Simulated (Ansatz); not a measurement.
System: HfO₃, space group P2_1/m (No. 11) (cell built by us, not taken from a database).

Input of the run:
```
crystal:
  lattice:
    - [4.0844452609, 0.0, 0.0490195706]
    - [0.0, 3.2383576773, 0.0]
    - [-0.8697825272, 0.0, 7.8487562416]
  atoms:
    - { symbol: Hf, position: [0.2780131998, 0.75, 0.6478735618] }
    - { symbol: Hf, position: [0.7219868002, 0.25, 0.3521264382] }
    - { symbol: O, position: [0.8773455394, 0.75, 0.2010264749] }
    - { symbol: O, position: [0.1226544606, 0.25, 0.7989735251] }
    - { symbol: O, position: [0.2420917323, 0.25, 0.4579619055] }
    - { symbol: O, position: [0.7579082677, 0.75, 0.5420380945] }
    - { symbol: O, position: [0.4903536051, 0.25, 0.7994497701] }
    - { symbol: O, position: [0.5096463949, 0.75, 0.2005502299] }
basis:
  ecutwfc: 420
kpoints:
  mp_grid: { grid: [6, 8, 4] }
hamiltonian:
  xc: pbe
scf:
  occupations: { method: fixed }
output:
  eigenvalues: true
phonons:
  method: dfpt
  dielectric: true
  rigid_motions: translations
  eigenvectors: true
```

Launched with:
```bash
ansatz run input.yaml --threads 4 --pin off --max-ram 12288MiB --backend cpu --events-out ev --progress --plain --runs-dir out
```

Method: harmonic phonon frequencies at the zone centre with atoms at rest in the given cell, without the long-range term of polar modes, the three translations left out, imaginary frequencies are negative; plane waves with PAW datasets, Γ-centred k mesh (Ansatz 0.2.0). Level: PBE, no spin polarisation.

wave cutoff 420 eV; k mesh 6×8×4; occupations fixed; pressure 0 GPa; phonon method linear response.

What does the calculation give for the zone-centre optical phonon frequencies (the three acoustic modes are left out)?

No frequency is imaginary, so the structure is stable to these displacements (zone-boundary modes weren't tested here). The highest mode lies at 880.9 cm⁻¹ (without the field of polar modes).

| frequency (cm⁻¹) |
| --- |
| 98.1 |
| 104.5 |
| 164.7 |
| 166.4 |
| 174.7 |
| 320.3 |
| 351.7 |
| 354.8 |
| 364.1 |
| 380.8 |
| 382.8 |
| 403.7 |
| 413.5 |
| 416.8 |
| 419.4 |
| 450.2 |
| 484.2 |
| 574.7 |
| 581.0 |
| 877.4 |
| 880.9 |

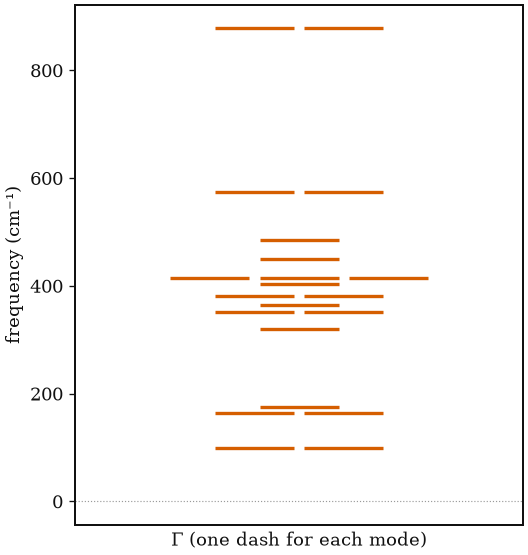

Caveats: weakly bound, no dispersion correction.
